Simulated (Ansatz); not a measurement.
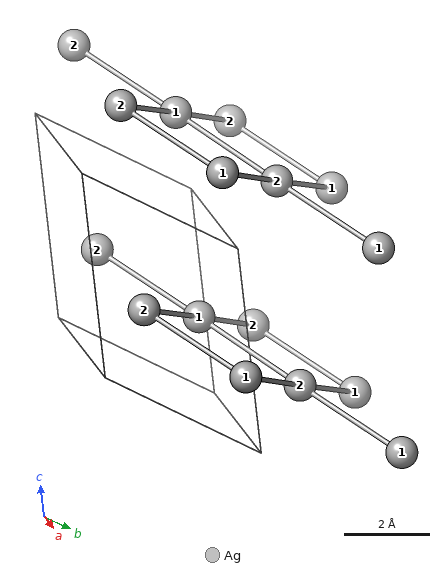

Starting structure of solid Ag (a generated structure, set up in Fmmm) (coarse preliminary run). A ball-and-stick model of the reduced cell, repeated 2 × 2 × 2 with one cell outlined, seen slightly off an axis. Lengths and directions refer to the drawn axes.

Level of theory: Ansatz, DFT PBE+D3(BJ), scalar-relativistic, plane waves, PAW.

Input file:
```yaml
crystal:
  lattice:
    - [0.0, 3.15597717, 3.79749115]
    - [3.14018812, 0.0, 3.79749115]
    - [3.14018812, 3.15597717, 0.0]
  atoms:
    - { symbol: Ag, position: [0.24884851, 0.24884851, 0.75115149] }
    - { symbol: Ag, position: [0.75115149, 0.75115149, 0.24884851] }
basis:
  ecutwfc: 420
kpoints:
  mp_grid: { grid: [4, 4, 4] }
hamiltonian:
  xc: pbe
  dispersion: d3bj
scf:
  occupations: { method: gaussian, width: 0.1 }
  lower_state_search: "off"
output:
  forces: true
  stress: true
  eigenvalues: true
relax:
  adjacent_minimum: "off"
  f_tol: 0.04
  max_steps: 70
  cell: { stress_tol: 0.4 }
```

Command:
```bash
ansatz run input.yaml --threads 1 --pin off --max-ram 2560MiB --backend cpu --events-out ev --progress --plain --runs-dir out
```

Q: What does the optimiser find from here?

A: The energy falls by 930 meV per atom in 7 accepted moves (8 points after the start). Largest force component: 0.0007 eV/Å at the start, 0.002 eV/Å at the end. Pressure: −7.70 GPa at the start and 0.12 GPa at the end. At 1 point the geometry stayed and the basis and grid were re-selected for the new cell (energy shift of 2.1 meV per atom at most each time). The largest moves relative to the cell, 0.006 Å, are those of Ag1 and Ag2. Ag1 goes along [−1 −1 −2]. The volume changes by −47.8 %, with a = b 4.452 → 3.817 Å (−14.3 %), c 4.928 → 3.814 Å (−22.6 %), α 116.7° → 120.0°, β 116.7° → 120.0°, γ 90.3° → 90.0°. Among the contacts that change: Ag1–Ag2 3.815 → 2.695 Å, Ag1–Ag2 (another image) 3.780 → 2.695 Å, Ag1–Ag2 (another image) 3.156 → 2.699 Å. New bonds form: Ag1–Ag2 (3.78 → 2.70 Å), Ag1–Ag2 (3.81 → 2.69 Å). Within 0.06 Å the space group is P4/mmm at the start and Pm-3m at the end; at a tighter tolerance small leftover displacements or strains of the cell lower it. Cost: 32 s on 1 thread of Intel(R) Xeon(R) Processor @ 2.50GHz (Skylake/Cascade Lake) (shared host), peak memory 0.36 GiB.

History of the run:

| step | E − E(0), meV/atom | largest force component, eV/Å | pressure, GPa | volume, Å³/atom | note |
| --- | --- | --- | --- | --- | --- |
| 0 | 0.00 | 0.0007 | -7.70 | 37.635 |  |
| 1 | -251.00 | 0.0021 | -8.31 | 32.759 |  |
| 2 | -482.93 | 0.0061 | -7.63 | 28.228 |  |
| 3 | -636.85 | 0.0115 | -6.02 | 24.954 |  |
| 4 | -751.54 | 0.0001 | -5.49 | 22.964 |  |
| 5 | -858.17 | 0.0006 | -3.87 | 21.329 |  |
| 6 | -928.60 | 0.0016 | -0.71 | 19.872 |  |
| 7 | -931.88 | 0.0020 | 0.22 | 19.632 |  |
| 8 | -929.75 | 0.0020 | 0.12 | 19.632 | same geometry, new basis |

Final geometry:

```xyz
2
Lattice="0.0000 2.6991 2.6949 2.6990 0.0000 2.6949 2.6990 2.6991 0.0000" Properties=species:S:1:pos:R:3 pbc="T T T"
Ag    2.6990    2.6991    1.3476
Ag    2.6990    2.6991    4.0423
```

After the run, drawn alike:

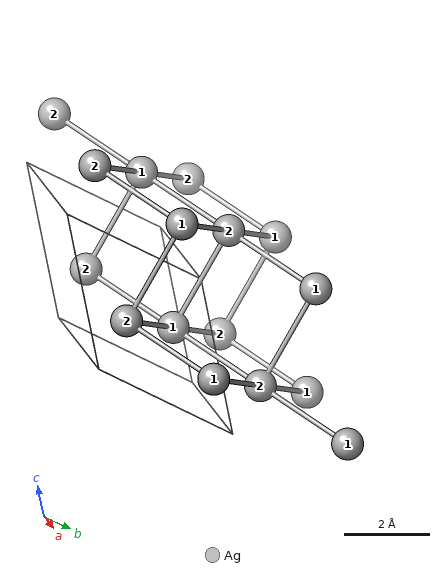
